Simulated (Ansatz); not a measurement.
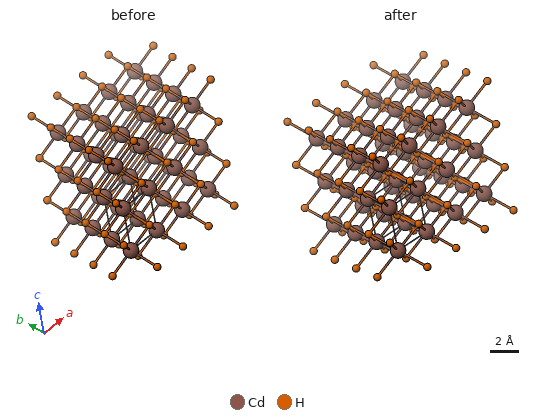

The structure of solid CdH (set up in R-3m) (coarse preliminary run) before (left) and after (right) a relaxation, at one scale.

The picture is a ball-and-stick view of the cell of the calculation, repeated 3 × 3 × 2 with one cell outlined, seen slightly off an axis.

Case: 1 H put on empty site 1 of 1 host cells, relaxed.

Computed with Ansatz 0.2.0, DFT PBE, scalar-relativistic, plane waves, PAW.

Input
```yaml
crystal:
  lattice:
    - [1.6674371814, 0.9626953055, 2.3955649839]
    - [-1.6674371814, 0.9626953055, 2.3955649839]
    - [0.0, -1.925390611, 2.3955649839]
  atoms:
    - { symbol: Cd, position: [0.0, 0.0, 0.0] }
    - { symbol: H, position: [0.5, 0.5, 0.5] }
basis:
  ecutwfc: 420
kpoints:
  mp_grid: { grid: [6, 6, 6] }
hamiltonian:
  xc: pbe
scf:
  occupations: { method: gaussian, width: 0.1 }
output:
  forces: true
  stress: true
  eigenvalues: true
relax:
  adjacent_minimum: "off"
  f_tol: 0.0325
  max_steps: 70
  cell: { stress_tol: 0.24 }
```

Run as
```bash
ansatz run input.yaml --threads 2 --pin off --max-ram 5120MiB --backend cpu --events-out ev --progress --plain --runs-dir out
```

> Summarise the run.

No atom moves by more than 0.005 Å relative to the cell. The drawn cell changes as follows: a = b = c 3.073 → 3.145 Å (+2.3 %), α 65.7° → 72.6°, β 65.7° → 72.6°, γ 65.7° → 72.6°; the volume changes by +19.4 %. Some distances before and after: Cd1–H2 2.268 → 2.437 Å. The space group stays R-3m (No. 166). The energy falls by 103 meV per atom in 5 accepted moves (8 points after the start). All forces vanish by symmetry, so only the cell relaxes. Pressure: 13.48 GPa at the start and 0.05 GPa at the end. The line search rejected the trial step at point 4 of the run. The SCF was repeated twice at an unchanged geometry on a basis and grid sized afresh for the cell, which shifted the energy by 3.2 meV per atom at most.
